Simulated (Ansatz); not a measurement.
System: MgO (space group Fm-3m).

Calculation (Ansatz 0.2.0 development build): equation of state of a cubic crystal from periodic Kohn-Sham density functional theory without spin, third-order Birch-Murnaghan fit to the free energies; pressure corrected for the finite basis.

- structure type: rock salt
- atoms in cell: 2
- space group number: 225
- lattice centring: face-centred primitive
- occupation method: Fermi–Dirac
- datasets: soft-1 PAW
- density tolerance: 1e−07 eV
- bands: 12
- density cutoff ratio: 4
- search for lower states: default

Settings that differ: HSE06: wave cutoff 420 eV, k mesh 4×4×4, exchange singularity Wigner-Seitz, occupation width 0.05 eV; r2SCAN: wave cutoff 500 eV, k mesh 14×14×14, occupation width 0.1 eV; PBE: wave cutoff 420 eV, k mesh 44×44×44, occupation width 0.0612 eV.

What does the calculation give for the energy above the lowest point against volume, with one curve for each functional? The cases: HSE06; r2SCAN; PBE.

The fitted equilibrium volumes, smallest first, are HSE06 9.276, r2SCAN 9.311, PBE 9.626 Å³/atom. The fitted bulk moduli, smallest first, are PBE 149, HSE06 166, r2SCAN 166 GPa.

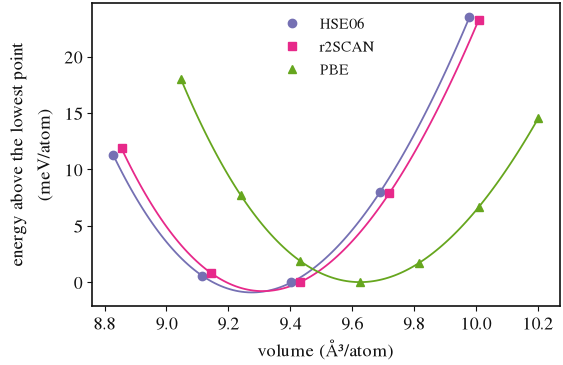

Limits of the calculation: modest k-mesh, values are not fully converged in k (HSE06).
